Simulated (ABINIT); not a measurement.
**Geometry relaxation, with input and output: Ru (part 1 of 2)**

System: Ru (2 atoms in the cell).
Method: Kohn-Sham DFT of a periodic cell, PBE with D3, JTH PAW PBE v2.0, no spin polarisation (ABINIT 10.8.3).

The structure derives from an entry of the Crystallography Open Database.

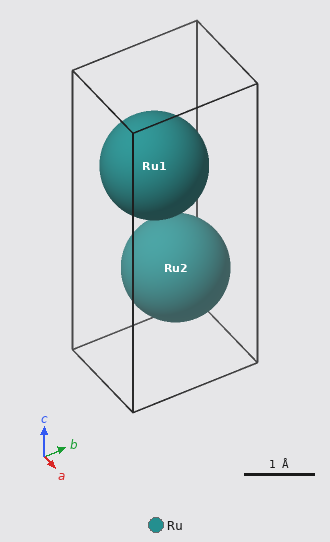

Figure 1. The input geometry (spheres-only view of the cell of the calculation, seen at an oblique angle; atoms are numbered from 1 in the order of the input). An atom can appear more than once, as a periodic image.

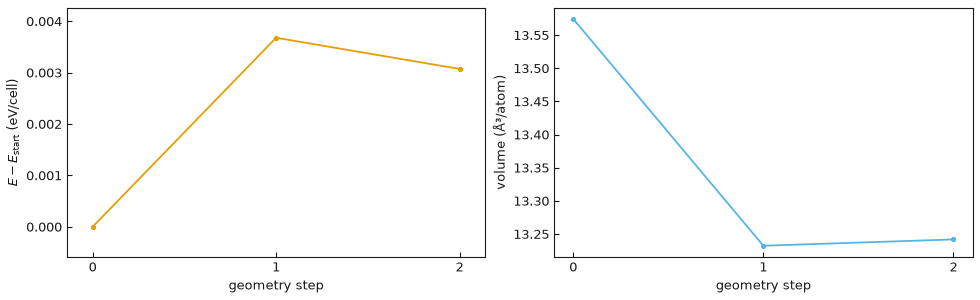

Figure 2. Progress of the relaxation, step by step (steps are counted from 0).

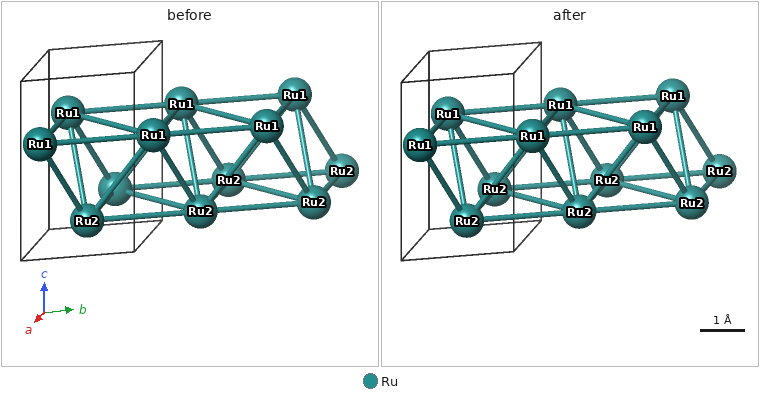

Figure 3. Before (left) and after (right) the relaxation, at one scale (ball-and-stick view of the cell of the calculation, repeated 2 × 3 × 1, seen slightly off an axis). After 2 geometry steps the energy has risen by 3.1 meV per cell of the calculation. All forces vanish by symmetry, so only the cell relaxes. The atoms keep their places relative to the cell (all moves are under 0.005 Å). The volume changes by −2.5 %, with a = b 2.706 → 2.684 Å (−0.8 %), c 4.282 → 4.247 Å (−0.8 %). Among the contacts that change: Ru1–Ru1 2.706 → 2.684 Å, Ru1–Ru2 2.650 → 2.628 Å. The space group stays P6_3/mmc (No. 194). (Atoms are counted from 1 in the order of the input.)

These pictures come from the run below.

### Input file
```
# Pseudopotentials
pp_dirpath "./"
pseudos "Ru.GGA_PBE-JTH.xml"

# Structure
acell 5.113220948 5.1132209481 8.091618293
rprim
     1.0000000000     0.0000000000     0.0000000000
    -0.5000000000     0.8660254038     0.0000000000
     0.0000000000     0.0000000000     1.0000000000
ntypat 1
znucl 44
natom 2
typat 1 1
xred
     0.6666666667     0.3333333333     0.7500000000
     0.3333333333     0.6666666667     0.2500000000
chkprim 0
chksymtnons 0
tolsym 1.0e-6

# Plane-wave basis
ecut 15.0
pawecutdg 30.0
pawxcdev 0

# k points
kptopt 1
ngkpt 11 11 6
nshiftk 1
shiftk 0.0 0.0 0.0

# Exchange and correlation
ixc 11
vdw_xc 6

# Bands and occupations
nband 20
occopt 3
tsmear 0.00183747

# SCF cycle
nstep 100
tolvrs 1.0e-9

# Output
iomode 3
prtwf 0
prtden 0
prteig 0
prtebands 0

# Relaxation
ionmov 2
ntime 60
tolmxf 0.0001
optcell 1
dilatmx 1.08
ecutsm 0.5
strtarget 3*-1.699465e-04 3*0.0
```

Launch command:
```bash
abinit run.abi > log 2>&1
```

### What the program printed
```
.Version 10.8.3 of ABINIT
 Symmetries : space group P6_3/m m c (#194); Bravais hP (primitive hexag.)
================================================================================
 Values of the parameters that define the memory need of the present run
     intxc =       0    ionmov =       2      iscf =      17    lmnmax =      18
     lnmax =       6     mgfft =      32  mpssoang =       3    mqgrid =    3001
     natom =       2  nloc_mem =       2    nspden =       1   nspinor =       1
    nsppol =       1      nsym =      24    n1xccc =       1    ntypat =       1
    occopt =       3   xclevel =       2
       mpw =         663          nfft =       12800          nkpt =          64
 PAW method is used; the additional fine FFT grid is defined by:
   mgfftf=        45    nfftf =     40500
================================================================================
================================================================================

--------------------------------------------------------------------------------
------------- Echo of variables that govern the present computation ------------
--------------------------------------------------------------------------------
 -outvars: echo values of preprocessed input variables --------
            acell      5.1132209480E+00  5.1132209481E+00  8.0916182930E+00 Bohr
              amu      1.01070000E+02
          chkprim           0
      chksymtnons           0
          dilatmx      1.08000000E+00
             ecut      1.50000000E+01 Hartree
           ecutsm      5.00000000E-01 Hartree
           ionmov           2
                       outvar_i_n : Printing only first  50 k-points.
              ixc          11
                       outvar_i_n : Printing only first  50 k-points.
         kptrlatt       11    0    0      0   11    0      0    0    6
          kptrlen      4.85497098E+01
            natom           2
            nband          20
            ngfft          20      20      32
          ngfftdg          30      30      45
             nkpt          64
            nstep         100
             nsym          24
            ntime          60
           ntypat           1
                       prtocc : prtvol=0, do not print more k-points.
           occopt           3
          optcell           1
        pawecutdg      3.00000000E+01 Hartree
         pawxcdev           0
           prtden           0
        prtebands           0
           prteig           0
            prtwf           0
            rprim      1.0000000000E+00  0.0000000000E+00  0.0000000000E+00
                      -5.0000000000E-01  8.6602540380E-01  0.0000000000E+00
                       0.0000000000E+00  0.0000000000E+00  1.0000000000E+00
          spgroup         194
        strtarget     -1.69946500E-04 -1.69946500E-04 -1.69946500E-04
                       0.00000000E+00  0.00000000E+00  0.00000000E+00
           tolmxf      1.00000000E-04
           tolsym      1.00000000E-06
           tolvrs      1.00000000E-09
           tsmear      1.83747000E-03 Hartree
            typat      1  1
           useylm           1
           vdw_xc           6
                       outvars : Printing only first  50 k-points.
           xangst      1.3528999991E+00  7.8109717868E-01  3.2114249978E+00
                      -1.7639239780E-11  1.5621943574E+00  1.0704749993E+00
            xcart      2.5566104740E+00  1.4760597454E+00  6.0687137197E+00
                      -3.3333332253E-11  2.9521194909E+00  2.0229045732E+00
             xred      6.6666666667E-01  3.3333333333E-01  7.5000000000E-01
                       3.3333333333E-01  6.6666666667E-01  2.5000000000E-01
            znucl       44.00000

================================================================================

 chkinp: Checking input parameters for consistency.

================================================================================
== DATASET  1 ==================================================================

--- !DatasetInfo
iteration_state: {dtset: 1, }
dimensions: {natom: 2, nkpt: 64, mband: 20, nsppol: 1, nspinor: 1, nspden: 1, mpw: 663, }
cutoff_energies: {ecut:  15.0, pawecutdg:  30.0, }
electrons: {nelect:   3.20000000E+01, charge:   0.00000000E+00, occopt:   3.00000000E+00, tsmear:   1.83747000E-03, }
meta: {optdriver: 0, ionmov: 2, optcell: 1, iscf: 17, paral_kgb: 0, }
...

 Exchange-correlation functional for the present dataset will be:
  GGA: Perdew-Burke-Ernzerhof functional - ixc=11
  J.P.Perdew, K.Burke, M.Ernzerhof, PRL 77, 3865 (1996)

 Real(R)+Recip(G) space primitive vectors, cartesian coordinates (Bohr,Bohr^-1):
 R(1)=  5.1132209  0.0000000  0.0000000  G(1)=  0.1955714  0.1129132  0.0000000
 R(2)= -2.5566105  4.4281792  0.0000000  G(2)=  0.0000000  0.2258265  0.0000000
 R(3)=  0.0000000  0.0000000  8.0916183  G(3)=  0.0000000  0.0000000  0.1235847
 Unit cell volume ucvol=  1.8321252E+02 bohr^3
 Angles (23,13,12)=  9.00000000E+01  9.00000000E+01  1.20000000E+02 degrees

 Coarse grid specifications (used for wave-functions):

 getcut: wavevector=  0.0000  0.0000  0.0000  ngfft=  20  20  32
         ecut(hartree)=     17.496   => boxcut(ratio)=   2.07731

 Fine grid specifications (used for densities):

 getcut: wavevector=  0.0000  0.0000  0.0000  ngfft=  30  30  45
         ecut(hartree)=     34.992   => boxcut(ratio)=   2.04206

--- Pseudopotential description ------------------------------------------------
- pspini: atom type   1  psp file is ./Ru.GGA_PBE-JTH.xml
 Pseudopotential format is: paw10
 basis_size (lnmax)=  6 (lmn_size= 18), orbitals=   0   0   1   1   2   2
 Spheres core radius: rc_sph= 2.21046734
 Shapefunction is SIN type: shapef(r)=[sin(pi*r/rshp)/(pi*r/rshp)]**2
 Radius for shape functions =  2.00219127
 Compensation charge density is not taken into account in XC energy/potential

   2.05817936E+03                                ecore*ucvol(ha*bohr**3)
--------------------------------------------------------------------------------

================================================================================

=== [ionmov= 2] Broyden-Fletcher-Goldfarb-Shanno method (forces)
================================================================================

--- Iteration: ( 1/60) Internal Cycle: (1/1)
--------------------------------------------------------------------------------

---SELF-CONSISTENT-FIELD CONVERGENCE--------------------------------------------

--- !BeginCycle
iteration_state: {dtset: 1, itime: 1, icycle: 1, }
solver: {iscf: 17, nstep: 100, nline: 4, wfoptalg: 10, }
tolerances: {tolvrs: 1.00E-09, }
...

     iter   Etot(hartree)      deltaE(h)  residm     nres2
 ETOT  1  -190.05471514028    -1.901E+02 7.621E+00 7.743E+00
 ETOT  2  -191.43294692955    -1.378E+00 1.886E-01 1.927E+00
 ETOT  3  -191.42726636132     5.681E-03 2.172E-01 3.785E-01
 ETOT  4  -191.42644914484     8.172E-04 8.060E-03 6.341E-03
 ETOT  5  -191.42653369047    -8.455E-05 2.697E-03 2.925E-03
 ETOT  6  -191.42652357432     1.012E-05 1.214E-03 1.288E-05
 ETOT  7  -191.42652423325    -6.589E-07 2.668E-03 1.089E-05
 ETOT  8  -191.42652421477     1.848E-08 1.287E-03 5.727E-07
 ETOT  9  -191.42652421362     1.152E-09 2.235E-03 2.900E-08
 ETOT 10  -191.42652421390    -2.799E-10 7.212E-04 1.166E-08
 ETOT 11  -191.42652421417    -2.656E-10 1.080E-03 2.221E-10

 At SCF step   11       nres2   =  2.22E-10 < tolvrs=  1.00E-09 =>converged.

 Cartesian components of stress tensor (hartree/bohr^3)
  sigma(1 1)=  1.08428391E-04  sigma(3 2)=  0.00000000E+00
  sigma(2 2)=  1.08428386E-04  sigma(3 1)=  0.00000000E+00
  sigma(3 3)=  1.20915849E-04  sigma(2 1)=  6.93564074E-13

--- !ResultsGS
iteration_state: {dtset: 1, itime: 1, icycle: 1, }
comment   : Summary of ground state results
lattice_vectors:
- [  5.1132209,   0.0000000,   0.0000000, ]
- [ -2.5566105,   4.4281792,   0.0000000, ]
- [  0.0000000,   0.0000000,   8.0916183, ]
lattice_lengths: [   5.11322,    5.11322,    8.09162, ]
lattice_angles: [ 90.000,  90.000, 120.000, ] # degrees, (23, 13, 12)
lattice_volume:   1.8321252E+02
convergence: {deltae: -2.656E-10, res2:  2.221E-10, residm:  1.080E-03, diffor: null, }
etotal    :  -1.91426524E+02
entropy   :   0.00000000E+00
fermie    :   5.27020171E-01
cartesian_stress_tensor: # hartree/bohr^3
- [  1.08428391E-04,   6.93564074E-13,   0.00000000E+00, ]
- [  6.93564074E-13,   1.08428386E-04,   0.00000000E+00, ]
- [  0.00000000E+00,   0.00000000E+00,   1.20915849E-04, ]
pressure_GPa:  -3.3125E+00
xred      :
- [  6.6667E-01,   3.3333E-01,   7.5000E-01, Ru]
- [  3.3333E-01,   6.6667E-01,   2.5000E-01, Ru]
cartesian_forces: # hartree/bohr
- [ -1.05320902E-28,   1.82421154E-28,  -0.00000000E+00, ]
- [  1.05320902E-28,  -1.82421154E-28,  -0.00000000E+00, ]
force_length_stats: {min:   2.10641805E-28, max:   2.10641805E-28, mean:   2.10641805E-28, }
...

 Integrated electronic density in atomic spheres:
 ------------------------------------------------
 Atom  Sphere_radius  Integrated_density
    1        2.21047         13.71162961
    2        2.21047         13.71162961

---OUTPUT-----------------------------------------------------------------------

 Cartesian coordinates (xcart) [bohr]
  2.55661047398333E+00  1.47605974543231E+00  6.06871371975000E+00
 -3.33333322526873E-11  2.95211949086461E+00  2.02290457325000E+00
 Reduced coordinates (xred)
  6.66666666666666E-01  3.33333333333333E-01  7.50000000000000E-01
  3.33333333333333E-01  6.66666666666666E-01  2.50000000000000E-01
 Cartesian forces (fcart) [Ha/bohr]; max,rms= 1.82421E-28 1.21614E-28 (free atoms)
 -1.05320902442426E-28  1.82421154121252E-28 -0.00000000000000E+00
  1.05320902442426E-28 -1.82421154121252E-28 -0.00000000000000E+00
 Gradient of E wrt nuclear positions in reduced coordinates (gred)
  5.38529044630877E-28 -1.07705808926175E-27 -0.00000000000000E+00
 -5.38529044630877E-28  1.07705808926175E-27 -0.00000000000000E+00
 Scale of Primitive Cell (acell) [bohr]
  5.11322094800000E+00  5.11322094810000E+00  8.09161829300000E+00
 Real space primitive translations (rprimd) [bohr]
  5.11322094800000E+00  0.00000000000000E+00  0.00000000000000E+00
 -2.55661047405000E+00  4.42817923629692E+00  0.00000000000000E+00
  0.00000000000000E+00  0.00000000000000E+00  8.09161829300000E+00
 Unitary Cell Volume (ucvol) [Bohr^3]=  1.83212515764157E+02
 Angles (23,13,12)= [degrees]
  9.00000000000000E+01  9.00000000000000E+01  1.19999999999554E+02
 Lengths [Bohr]
  5.11322094800000E+00  5.11322094816891E+00  8.09161829300000E+00
 Stress tensor in cartesian coordinates (strten) [Ha/bohr^3]
  1.08428390641527E-04  6.93564073831651E-13  0.00000000000000E+00
  6.93564073831651E-13  1.08428386031520E-04  0.00000000000000E+00
  0.00000000000000E+00  0.00000000000000E+00  1.20915849125054E-04
 Total energy (etotal) [Ha]= -1.91426524214168E+02

--- Iteration: ( 2/60) Internal Cycle: (1/1)
--------------------------------------------------------------------------------
```
